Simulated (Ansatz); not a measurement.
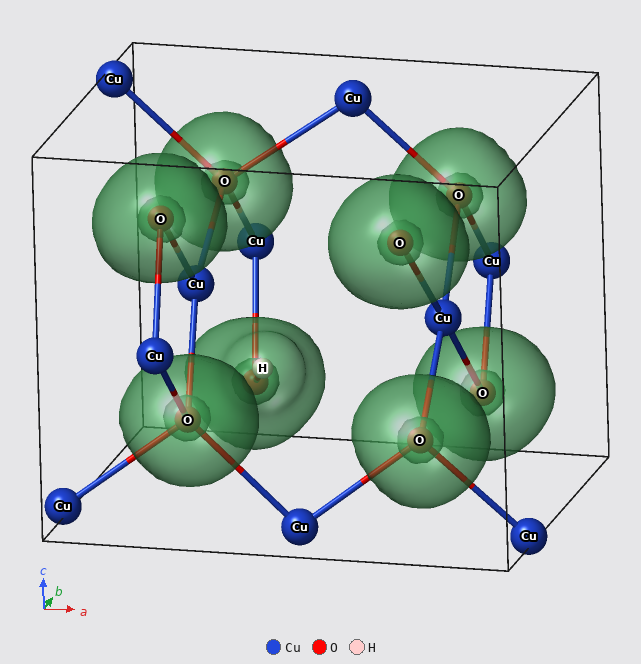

Cu$_{8}$HO$_{8}$ (cell with a defect). Isosurface of the electron localisation function at 0.6 (green), seen slightly off an axis. Only the valence region is drawn (cores and ρ < 0.01 e/Å³ removed). Sticks mark near contacts.

PAW files of the earlier set (soft_1); the program warned that a starting moment wasn't kept; spin-polarised, but the moments vanished.

The calculation used DFT LDA, scalar-relativistic, plane waves, PAW in Ansatz 0.2.0.

In a PAW calculation such maps are meaningful between the atoms, not at the nuclei.

Describe the localisation domains.

The surface consists of seven regions wrapped around O (the valence shell of each) and one joined region spread over several atoms (H, O), in which their bonds and any lone pairs are merged, counted in one cell of 17 atoms. Regions shared between cells count once.

Values along the shortest contacts:
O–H (1.01 Å): the ELF climbs to about 0.95 towards the hydrogen, as it does in any bond to H; an ordinary covalent bond to hydrogen. Cu–O (1.83 Å): the ELF peaks at about 0.85 in the valence shell of O, 0.6 Å from its nucleus, and is about 0.25 at the midpoint; no shared electron pair shows on this line.
